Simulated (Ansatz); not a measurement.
**Run report: Rh, band-structure calculation**

- system: Rh (2 atoms in the cell)
- method: DFT, PBE, PAW with Ansatz's default frozen-core files, scalar-relativistic, no spin polarisation (Ansatz 0.2.0)

It belongs to a series of runs on one base structure; here: volume scaled by 0.4, PAW files. Figures and captions count atoms from 1; the log counts them from 0 in places.

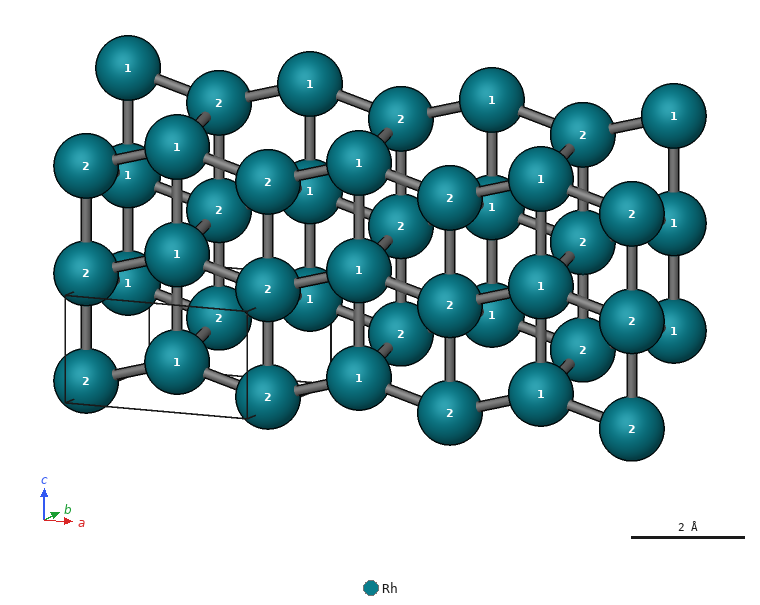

The structure (ball-and-stick view of the cell 2 times as large as that of the calculation, set on its symmetry axes, repeated 3 × 1 × 3, seen at an oblique angle; atoms are numbered from 1 in the order of the input). An atom can appear more than once, as a periodic image. Near neighbours in the periodic cell (some may lie outside the picture): Rh has 6 Rh at 1.85 to 1.95 Å.

The input
```yaml
crystal:
  lattice:
    - [-1.7880245185, 1.7880245185, 0.9770188383]
    - [1.7880245185, -1.7880245185, 0.9770188383]
    - [1.7880245185, 1.7880245185, -0.9770188383]
  atoms:
    - { symbol: Rh, position: [-0.375, -0.125, -0.25] }
    - { symbol: Rh, position: [0.375, 0.125, 0.25] }
kpoints:
  mp_grid: { grid: [18, 18, 18] }
  band_path:
    path:
      - [0.0, 0.0, 0.0]
      - [0.0, 0.0, 0.5]
      - [-0.5, 0.5, 0.5]
      - [0.0, 0.0, 0.0]
      - [0.3246446944, 0.3246446944, -0.3246446944]
      - [-0.3246446944, 0.6753553056, 0.3246446944]
      - [-0.5, 0.5, 0.5]
      - [0.0, 0.0, 0.5]
      - [0.25, 0.25, 0.25]
    npoints: 8
scf:
  occupations: { method: fermi_dirac, width: 0.08 }
hamiltonian:
  xc: pbe
  pseudopotentials: { kind: paw }
output:
  forces: true
  stress: true
  eigenvalues: true
  populations: true
  dos: { projected: true, de: 0.2, e_range: [-14, 8] }
  write_density: true
  write_potential: true
  elf: true
  volumetric_format: npy
```

Machine: 1 thread of Arm Neoverse V1, 24 GiB of memory available, shared host.

Run as:
```bash
ansatz run input.yaml --threads 1 --pin off --max-ram 2048MiB --backend cpu --events-out ev --progress --plain --runs-dir out
```

Log
```
Engine: ansatz 0.2.0, aarch64-unknown-linux-gnu
Pseudopotentials: kind: paw
Pseudopotential: Rh, paw, valence charge 17, recommended cutoff 420 eV (normal), Rh.paw.azcp
Functional definition: PBE
  parameter kappa = 0.804
  parameter beta = 0.06672455060314922
  exchange = pbe_x(kappa = kappa, mu = beta*pi^2/3)
  correlation = pbe_c(beta = beta)
Crystal: 2 atoms, lattice volume = 12.494 Å³
Basis set: ecut = 420 eV, 259 PW (Γ), exchange–correlation on 40×40×40 points (8 copies of the dense FFT grid, shifted against one another)
Bands: 21, of which v1, the nominal top of the filled ones, is band 17 counted from 1 (16 counted from 0)
Symmetry: 16 space group operations
Space group: I41/amd (ITA 141), of the structure as read, at distance tolerance 2.3e-5 Å
k-points: 480 of 5832
Non-local potential: Rh, projectors of the file, l = 0: 3, l = 1: 2, l = 2: 2, l = 3: 1
PAW form: soft (Blöchl's): semilocal exchange-correlation on the pseudo side does not see the compensation charge
PAW one-centre angular grid: Rh, 590 points (default); XC on 64 Gauss nodes
Initial density: superposition of atomic densities (neutral atoms: chi_scale 0, normalization atom), corrected by the library's trained network
Initial wavefunctions: pseudopotential atomic-orbital guess
Functional: x = pbe(κ = 0.804, μ = 0.2195149727645171), c = pbe(β = 0.06672455060314922)
SCF iter   1: F=—  HF=-12781.086498 eV  |F-HF|=—  |Δ(HF+E_count)|=         —  Δρ=6.99e-1  dr2=3.66e1  ethr=1.77e-3  ⟨swp⟩=7.7  Hψ=56823  notcnv=0
preconditioner: auto → none  [metal: Δε(μ)=0.018 eV  Ē_g=36.055 eV  σ=0.080 eV  W_gap=0.06  n_scr=4 (ndim 8)  ℏωp=57.5 eV  f_vac=0.000  D(μ)=0.72/eV (n_scr^D=4)  sad-step TF]
SCF iter   2: F=—  HF=-12768.681295 eV  |F-HF|=—  |Δ(HF+E_count)|=    1.24e1  Δρ=3.67e-1  dr2=1.02e1  ethr=1.77e-3  ⟨swp⟩=4.0  Hψ=31348  notcnv=0  defer=8
SCF iter   3: F=—  HF=-12764.135884 eV  |F-HF|=—  |Δ(HF+E_count)|=    4.55e0  Δρ=4.07e-2  dr2=6.37e-2  ethr=1.77e-3  ⟨swp⟩=4.6  Hψ=30913  notcnv=0  defer=16
SCF iter   4: F=—  HF=-12764.204792 eV  |F-HF|=—  |Δ(HF+E_count)|=   6.89e-2  Δρ=1.23e-2  dr2=8.93e-3  ethr=1.87e-4  ⟨swp⟩=2.0  Hψ=23665  notcnv=0  defer=33
SCF iter   5: F=—  HF=-12764.202516 eV  |F-HF|=—  |Δ(HF+E_count)|=   2.28e-3  Δρ=1.46e-3  dr2=8.22e-5  ethr=2.63e-5  ⟨swp⟩=2.2  Hψ=16806  notcnv=0  defer=33
SCF iter   6: F=—  HF=-12764.202522 eV  |F-HF|=—  |Δ(HF+E_count)|=   6.19e-6  Δρ=3.61e-4  dr2=6.18e-6  ethr=2.42e-7  ⟨swp⟩=2.1  Hψ=18384  notcnv=0  defer=33
SCF iter   7: F=-12764.202521 eV  HF=-12764.202521 eV  |F-HF|=2.38e-8  |Δ(HF+E_count)|=   1.44e-6  Δρ=4.01e-5  dr2=5.79e-8  ethr=2.94e-10  ⟨swp⟩=13.7  Hψ=101130  notcnv=0
SCF 1 converged in 7 iterations: F = -12764.202521 eV  dr2 = 5.79e-8
  greatest PAW one-centre occupation: 1.017 electrons in one spin orbital (limit 2), on the Rh atom at site 1 (counted from 0), in its partial waves of l = 1
NSCF: frozen V_eff on 65 k-points
SCF converged after 7 iterations
Free energy (F): -12764.202521 eV
Harris-Foulkes:  -12764.202521 eV  (|F-HF|=2.38e-8)
Internal energy: -12764.183571 eV  (E = F + TS)
E sigma→0 (E₀):  -12764.193046 eV
Entropy (-TS):   -0.018950 eV (-9.475 meV/atom)
Fermi energy:    56.112361 eV
--- Per-component energies (eV) ---
  E_band       = 797.904568
  E_kinetic    = 1283.793709
  E_local      = -1296.594332  (includes V_loc(G=0)·N_el)
  E_nonlocal   = 777.779063
  E_hartree    = 607.593331
  E_xc         = -472.576414
  E_vxc        = -596.501568  (∫ρ·V_xc dr)
  E_paw        = -7205.803837  (= ΣΔE_a)
  E_vpaw       = -585.750547  (= ΣTr[D̂ρ^β])
  E_aug_tail   = 0.001881  (compensation charges beyond the density's cutoff)
  E_ewald      = -6458.376972
  E_smearing   = -0.018950  (= −TS)
  E_closure    = 0.000000  (closes the sum)
  Σ components = -12764.202521   (vs F -12764.202521, Δ=0.00e0)
--- Forces (eV/Å), atoms counted from 1 ---
  atom   1  Rh     0.00000000    -0.00000000     0.00000000
  atom   2  Rh     0.00000000     0.00000000     0.00000000
  max |Σ_I F_I| component: 5.55e-17 eV/Å
--- Stress (GPa, compression-positive) ---
     1598.643513       0.000000       0.000000
        0.000000    1598.643513      -0.000000
        0.000000      -0.000000    1598.611485
  P = ⅓ Tr σ = 1598.6328 GPa (15986.328 kbar)
--- Band table (eV; the first three rows and the last of 480) ---
  k-point 0: bands = ["-29.7434", "-25.2693", "0.7790", "0.7790", "7.9078", "8.0169", "8.2444", "8.2444", "35.2878", "39.9985", "42.6096", "42.7460", "43.5255", "51.6285", "51.6285", "51.9750", "51.9750", "59.9453", "63.7961", "68.7051", "68.7051"]
  k-point 1: bands = ["-29.7124", "-25.3069", "0.8177", "0.8210", "7.7429", "8.0208", "8.1648", "8.3343", "35.4230", "40.1131", "42.5469", "42.6836", "43.6653", "51.6801", "51.7556", "52.0712", "52.0959", "59.7333", "63.0890", "68.5159", "69.3561"]
  k-point 2: bands = ["-29.6198", "-25.4183", "0.9334", "0.9470", "7.4105", "7.9328", "8.0328", "8.4478", "35.8252", "40.4535", "42.3744", "42.5023", "44.0835", "51.8265", "52.1170", "52.3533", "52.4329", "59.1243", "61.5821", "67.9486", "70.6676"]
  k-point 479: bands = ["-27.4454", "-27.4454", "-1.0292", "-1.0292", "7.8616", "7.8616", "9.3755", "9.3755", "42.2382", "42.2382", "45.2468", "45.2468", "50.4624", "50.4624", "52.1083", "52.1083", "53.6773", "53.6773", "57.4822", "57.4822", "75.6625"]
--- Löwdin populations: 2 sites ---
  site symbol       q [e]
     0     Rh     16.8727
     1     Rh     16.8727
  spilling = 0.007491 (of n_electrons = 34.000000)
```

File dos.tsv
```
# E-E_F[eV]	g_bin_mean(E)[states/eV]	N(E)
# format = ansatz-dos/2
# fermi_ev = 56.112361
# fermi_mp_grid = 18 18 18
# fermi_mp_shift = 0 0 0
# tetrahedron_fermi_ev = 56.120379
# g_bin_mean(E): the states in a bin one row spacing wide, centred on E, divided by that spacing. States that the method places at a single energy (under output.dos.method: tetrahedron, those of a tetrahedron whose four corners have one energy) are counted whole in the row whose bin holds that energy (on the edge of two bins, in the lower row). The sum of g_bin_mean over a run of rows, times the row spacing, is the number of states from half a spacing under the first of them to half a spacing over the last (a plain sum, not the trapezoid rule).
-14.000000	1.226551e0	1.953875e1
-13.800000	1.270574e0	1.978746e1
-13.600000	1.271559e0	2.004436e1
-13.400000	1.270639e0	2.029635e1
-13.200000	1.310312e0	2.055568e1
-13.000000	1.357891e0	2.081970e1
-12.800000	1.375168e0	2.109755e1
-12.600000	1.325197e0	2.136268e1
-12.400000	1.216504e0	2.162589e1
-12.200000	8.802979e-1	2.183502e1
-12.000000	8.480248e-1	2.199843e1
-11.800000	1.052027e0	2.218742e1
-11.600000	1.152427e0	2.241302e1
-11.400000	1.150113e0	2.264227e1
-11.200000	1.197306e0	2.287745e1
-11.000000	1.162323e0	2.311617e1
-10.800000	1.111332e0	2.334227e1
-10.600000	9.908703e-1	2.355108e1
-10.400000	1.112747e0	2.376492e1
-10.200000	8.547258e-1	2.396502e1
-10.000000	7.454446e-1	2.411980e1
-9.800000	7.407395e-1	2.426699e1
-9.600000	8.778189e-1	2.442339e1
-9.400000	1.119741e0	2.462378e1
-9.200000	1.235431e0	2.486212e1
-9.000000	1.210791e0	2.511351e1
-8.800000	1.038193e0	2.533864e1
-8.600000	8.313431e-1	2.552323e1
-8.400000	7.604206e-1	2.568030e1
-8.200000	7.046607e-1	2.582756e1
-8.000000	7.112827e-1	2.596669e1
-7.800000	6.872497e-1	2.610845e1
-7.600000	7.447348e-1	2.624893e1
-7.400000	8.101778e-1	2.640661e1
-7.200000	8.256529e-1	2.656874e1
-7.000000	8.782390e-1	2.674027e1
-6.800000	8.912321e-1	2.691599e1
-6.600000	9.795861e-1	2.710269e1
-6.400000	9.626896e-1	2.729912e1
-6.200000	9.334332e-1	2.748823e1
-6.000000	8.927117e-1	2.767263e1
-5.800000	8.597939e-1	2.784585e1
-5.600000	9.046662e-1	2.802140e1
-5.400000	8.875676e-1	2.820328e1
-5.200000	8.680922e-1	2.837598e1
-5.000000	9.383550e-1	2.855583e1
-4.800000	9.658227e-1	2.874575e1
-4.600000	9.099425e-1	2.893637e1
-4.400000	9.465257e-1	2.912061e1
-4.200000	9.878203e-1	2.931306e1
-4.000000	1.031965e0	2.951634e1
-3.800000	1.138056e0	2.972908e1
-3.600000	1.142453e0	2.996292e1
-3.400000	1.090544e0	3.018690e1
-3.200000	1.075491e0	3.040114e1
-3.000000	1.137935e0	3.062288e1
-2.800000	1.188493e0	3.085247e1
-2.600000	1.321636e0	3.110801e1
-2.400000	1.245833e0	3.136571e1
-2.200000	1.231436e0	3.160641e1
-2.000000	1.382319e0	3.187278e1
-1.800000	1.572491e0	3.215967e1
-1.600000	1.634575e0	3.250748e1
-1.400000	1.162350e0	3.277487e1
-1.200000	9.612992e-1	3.298475e1
-1.000000	8.148472e-1	3.316231e1
-0.800000	7.298106e-1	3.331431e1
-0.600000	6.951039e-1	3.345547e1
-0.400000	8.476506e-1	3.360267e1
-0.200000	1.002533e0	3.379560e1
0.000000	9.492682e-1	3.399243e1
0.200000	8.783879e-1	3.417443e1
0.400000	8.571114e-1	3.434628e1
0.600000	8.511966e-1	3.451721e1
0.800000	8.290604e-1	3.468722e1
1.000000	7.333433e-1	3.484362e1
1.200000	6.825030e-1	3.498357e1
1.400000	6.470431e-1	3.511578e1
1.600000	6.523091e-1	3.524721e1
1.800000	6.068828e-1	3.537254e1
2.000000	5.997513e-1	3.549247e1
2.200000	5.712443e-1	3.560999e1
2.400000	5.707566e-1	3.572371e1
2.600000	5.810206e-1	3.583887e1
2.800000	5.859710e-1	3.595581e1
3.000000	5.787497e-1	3.607269e1
3.200000	5.658245e-1	3.618660e1
3.400000	5.624598e-1	3.629965e1
3.600000	5.543171e-1	3.641139e1
3.800000	5.387580e-1	3.652053e1
4.000000	5.468332e-1	3.662887e1
4.200000	5.591409e-1	3.673911e1
4.400000	5.708420e-1	3.685274e1
4.600000	5.560795e-1	3.696577e1
4.800000	4.915939e-1	3.707263e1
5.000000	4.146185e-1	3.716061e1
5.200000	3.969344e-1	3.724399e1
5.400000	3.792536e-1	3.731939e1
5.600000	3.818317e-1	3.739597e1
5.800000	3.216669e-1	3.746719e1
6.000000	2.948546e-1	3.752833e1
6.200000	2.766606e-1	3.758503e1
6.400000	2.711327e-1	3.763968e1
6.600000	2.688377e-1	3.769359e1
6.800000	2.676662e-1	3.774733e1
7.000000	2.644788e-1	3.780044e1
7.200000	2.672496e-1	3.785349e1
7.400000	2.668689e-1	3.790697e1
7.600000	2.693893e-1	3.796055e1
7.800000	2.817620e-1	3.801545e1
8.000000	2.960476e-1	3.807361e1
```

File populations.tsv
```
# site	symbol	l	j	q
# orbitals = lowdin
# n_electrons = 34.000000
# spilling = 0.007491
0	Rh	0_4S	-	1.944973
0	Rh	0_5S	-	0.519967
0	Rh	1_4P	-	5.949801
0	Rh	2_4D	-	8.457919
1	Rh	0_4S	-	1.944973
1	Rh	0_5S	-	0.519967
1	Rh	1_4P	-	5.949801
1	Rh	2_4D	-	8.457919
```

File rho_z.tsv
```
# z_ang	rho[e/angstrom^3]
# format = ansatz-planar-average/11
# lattice	-1.788024519	1.788024519	0.977018838
# lattice	1.788024519	-1.788024519	0.977018838
# lattice	1.788024519	1.788024519	-0.977018838
# sites	2
# site	45	-0.000000000	-0.894012259	-0.244254710
# site	45	0.000000000	0.894012259	0.244254710
0.000000	1.975968e0
0.135542	2.117766e0
0.271084	2.494288e0
0.406625	2.954888e0
0.542167	3.320862e0
0.677709	3.460961e0
0.813251	3.320862e0
0.948792	2.954888e0
1.084334	2.494288e0
1.219876	2.117766e0
1.355418	1.975968e0
1.490960	2.117766e0
1.626501	2.494288e0
1.762043	2.954888e0
1.897585	3.320862e0
2.033127	3.460961e0
2.168668	3.320862e0
2.304210	2.954888e0
2.439752	2.494288e0
2.575294	2.117766e0
```

File v_z.tsv
```
# z_ang	v_es[eV]	v_tot[eV]
# format = ansatz-planar-average/11
# xc	pbe
# density_cutoff_ev	1680
# datasets	Rh=:simpson_from_first_knot:soft
# lattice	-1.788024519	1.788024519	0.977018838
# lattice	1.788024519	-1.788024519	0.977018838
# lattice	1.788024519	1.788024519	-0.977018838
# sites	2
# site	45	-0.000000000	-0.894012259	-0.244254710
# site	45	0.000000000	0.894012259	0.244254710
0.000000	2.378317e1	5.432626e0
0.135542	2.315179e1	4.684188e0
0.271084	2.141992e1	2.627251e0
0.406625	1.914547e1	-8.134532e-2
0.542167	1.730221e1	-2.287091e0
0.677709	1.663472e1	-3.090927e0
0.813251	1.730221e1	-2.287091e0
0.948792	1.914547e1	-8.134532e-2
1.084334	2.141992e1	2.627251e0
1.219876	2.315179e1	4.684188e0
1.355418	2.378317e1	5.432626e0
1.490960	2.315179e1	4.684188e0
1.626501	2.141992e1	2.627251e0
1.762043	1.914547e1	-8.134532e-2
1.897585	1.730221e1	-2.287091e0
2.033127	1.663472e1	-3.090927e0
2.168668	1.730221e1	-2.287091e0
2.304210	1.914547e1	-8.134532e-2
2.439752	2.141992e1	2.627251e0
2.575294	2.315179e1	4.684188e0
```

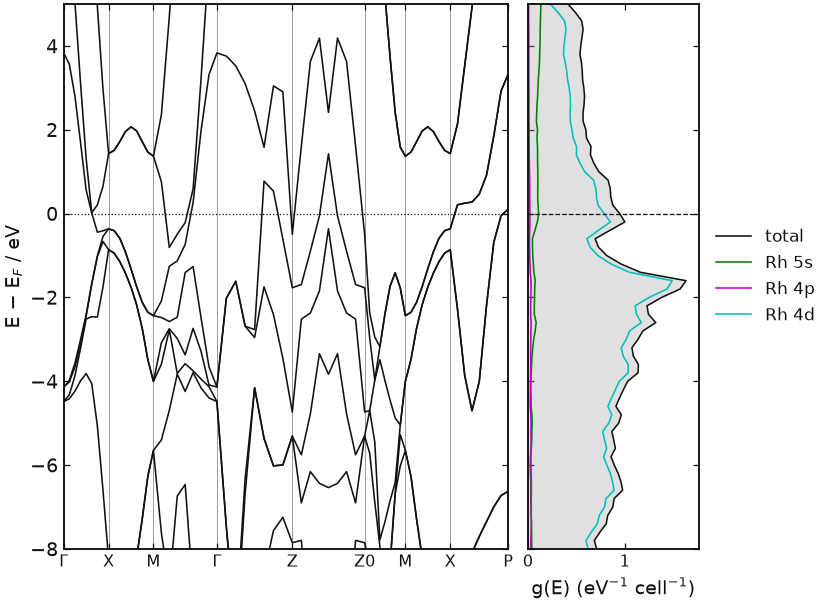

Band structure along Γ–X–M–Γ–Z–Z0–M–X–P and density of states (projected on Löwdin-orthogonalised atomic shells), with energies from the Fermi level. Bands cross the Fermi level: a metal at this level of theory.

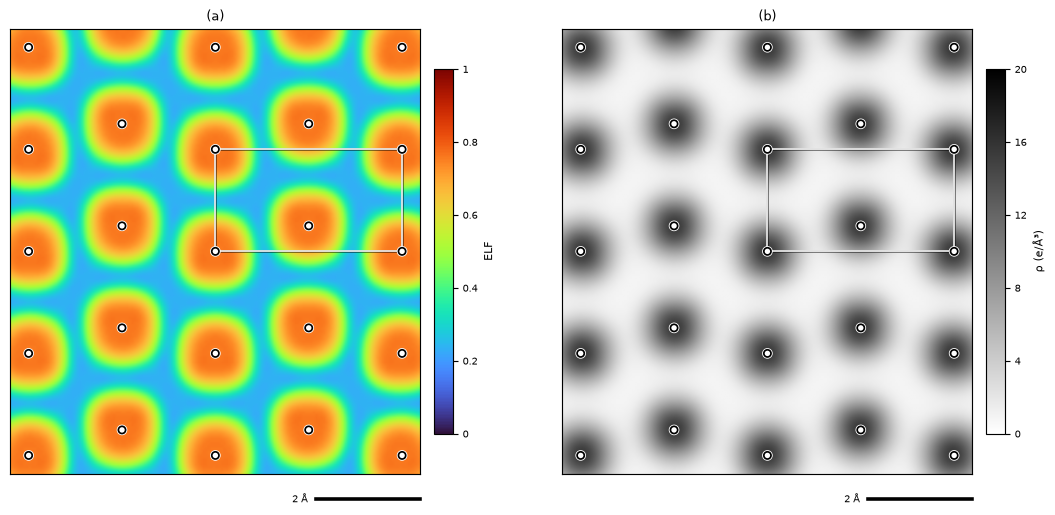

(a) electron localisation function; (b) valence charge density (pseudo) on the (100) plane of the conventional cell. Circles mark the nuclei in the plane (Rh). Atoms in the plane: Rh. Rh–Rh (1.85 Å): ρ at the midpoint is about 2 e/Å³; the ELF is about 0.30 at the midpoint (no localised pair between them). Rh–Rh (1.95 Å): the density is about 1.6 e/Å³ at the midpoint; the ELF is about 0.25 at the midpoint; no localised pair between them. Away from the nuclei the density in this plane falls to 0.88 e/Å³ at its lowest. The strong features right at Rh lie inside the PAW spheres (semicore, d or f shells) and say nothing about bonding. Core electrons are frozen (PAW), so the fields are smoothed inside the atomic spheres.

Results in brief

| quantity | value |
| --- | --- |
| outcome | converged |
| space group (tolerance 0.01 Å) | I4₁/amd (141) |
| electrons treated | 34 |
| free energy | −12764.2025 eV |
| Fermi energy | 56.112 eV |
| pressure | 1598.63 GPa |
| electronic character | metal |
| largest force (length of the vector) | under 0.001 eV/Å |
| wall time | 17 s |
| peak memory | 0.38 GiB |

The cell is under a pressure of 1599 GPa at this level, so it is not at its equilibrium volume.
